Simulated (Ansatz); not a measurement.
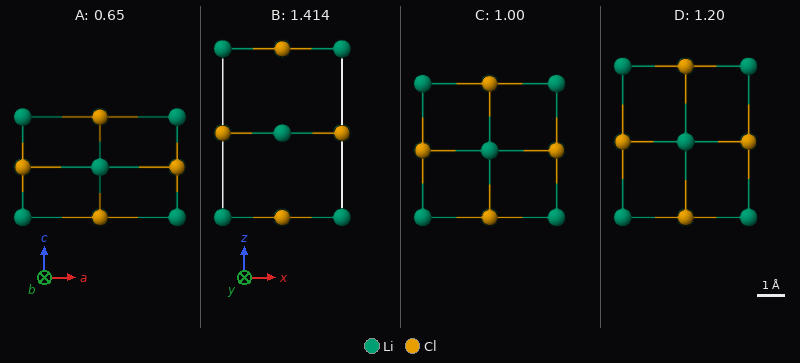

A scan of solid LiCl (Fm-3m): the ratio of the cell's length along z to its lengths across, counted as 1 for the reference, is changed at fixed volume (a tetragonal or Bain path), with the atoms kept at their fractional coordinates. x, y and z are the Cartesian axes of the input. The picture is a ball-and-stick view of the conventional cell (4 times the calculation's cell), seen along the b axis. Lengths and directions refer to the drawn axes.

Method: Ansatz 0.2.0, DFT r2SCAN, scalar-relativistic, plane waves, PAW. (plane-wave cutoff 500 eV; k-point mesh 8 × 8 × 8; occupations gaussian; smearing width 0.05 eV; no spin polarisation). Energies (free energies at the smearing named) are counted from the cell as listed in its source, which wasn't relaxed.

Question: Rank the frames from lowest to highest energy.

Answer: Lowest first: C (the relative ratio 1.00, 0 meV/atom), D (the relative ratio 1.20, 39 meV/atom), B (the relative ratio 1.414, 146 meV/atom), A (the relative ratio 0.65, 496 meV/atom). Over the whole scan: of the computed points the lowest is at the relative ratio 1.00, 0 meV/atom. The end points stand at 496 meV/atom (0.65) and 209 meV/atom (1.50). The distortion takes the space group from Fm-3m to I4/mmm. At the relative ratio 1.50 the cell of the drawing goes a 5.130 → 4.481 Å, b 5.130 → 4.481 Å, c 5.130 → 6.722 Å.
